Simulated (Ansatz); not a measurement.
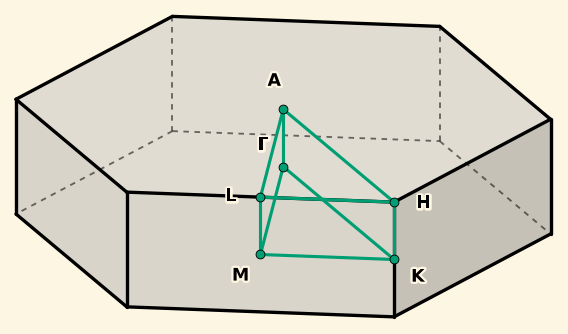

Crystal: ZnO, the geometry relaxed with DFT, PBE, plane waves, PAW (Ansatz 0.2.0); the starting structure was generated, so it need not be a known form of this composition. The figure shows the first Brillouin zone with its special points and a band path. Symmetry computed with spglib at a tolerance of 0.002 Å; standard conventional cell.

Labels and path follow the convention of Hinuma et al. (2017), as computed by seekpath.

Q: What lattice type do the shape and the labels point to?

A: A primitive hexagonal lattice (hP; extended symbol hP2). The zone is a hexagonal prism in its combinatorial type: 8 faces (6 with 4 edges, 2 with 6 edges), 18 edges, 12 vertices.

Q: In which order does the conventional band path visit the special points?

A: Γ–M–K–Γ–A–L–H–A | L–M | H–K
